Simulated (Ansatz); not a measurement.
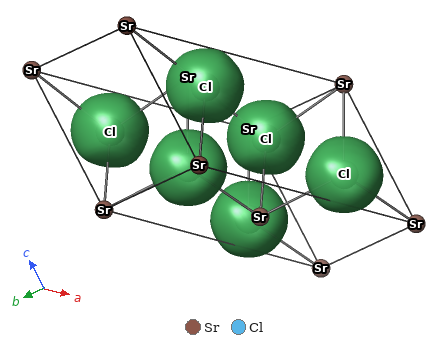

Figure 1: SrCl2. Isosurface of the ELF at 0.75 (green), seen at an oblique angle. Core shells and regions of very low density are left out. Sticks mark near contacts.

Space group Cm; changed on purpose from its base cell (atom 2 (Cl) moved by (-0.300, -0.300) A along y and z); not relaxed (largest force 1.6 eV/Å); computed pressure about 2 GPa in this cell.

Computed with DFT r2SCAN, scalar-relativistic, plane waves, PAW in Ansatz 0.2.0.

Core electrons are frozen (PAW), and the valence fields are smoothed inside the atomic spheres.

Question: Describe the localisation domains.

Answer: At this value the surface marks out four regions wrapped around Cl (the valence shell of each), counted in one cell of 6 atoms. Regions shared between cells count once.

Values along the shortest contacts:
Sr–Cl (2.68 Å): the ELF peaks at about 0.90 in the valence shell of Cl, 0.7 Å from its nucleus, and is about 0.15 at the midpoint: a closed-shell, largely ionic contact. Sr–Cl (3.02 Å): the ELF peaks at about 0.90 in the valence shell of Cl, 0.8 Å from its nucleus, and drops to about 0.05 between the two atoms: an ionic contact with no shared pair.
